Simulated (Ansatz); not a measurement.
Sc3Al

```
CELL_PARAMETERS angstrom
0.00000 0.00000 -4.42690
0.00000 4.42690 0.00000
4.42690 0.00000 0.00000
ATOMIC_POSITIONS crystal
Sc 0.50000 0.00000 0.50565
Sc 0.50000 0.50000 0.00000
Sc 0.00000 0.50000 0.49435
Al 0.00000 0.00000 0.00000
```

Space group P-4m2; a structure from a database of computed crystals, not necessarily the ambient phase.

Level of theory: DFT r2SCAN, scalar-relativistic, plane waves, PAW in Ansatz 0.2.0.

> What will maps of the valence pseudo-density and electron localisation function show?

Sc–Al (3.11 Å): ρ is about 0.16 e/Å³ halfway; the ELF peaks at about 0.70 in the valence shell of Al, 1.2 Å from its nucleus, and is about 0.50 at the midpoint.
The ELF has a maximum of about 0.85 in the space between the atoms, 2.1 Å from six Sc atoms, on no atom or two-centre bond.

> Does the calculation give a band gap?

It is gapless in this calculation (a metal or semimetal).

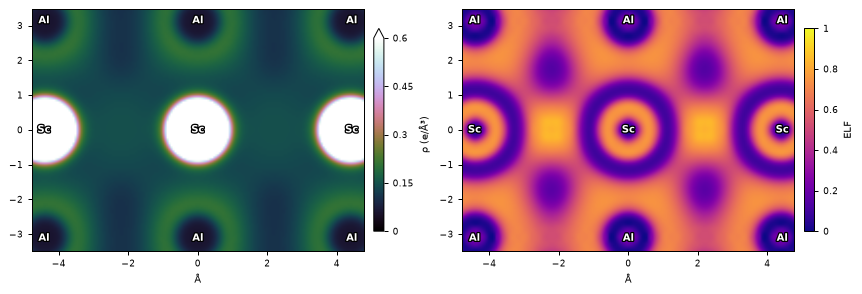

Computed valence pseudo-density and electron localisation function on the (101) plane of the conventional cell, in this order. 

In a PAW calculation such maps are meaningful between the atoms, not at the nuclei.
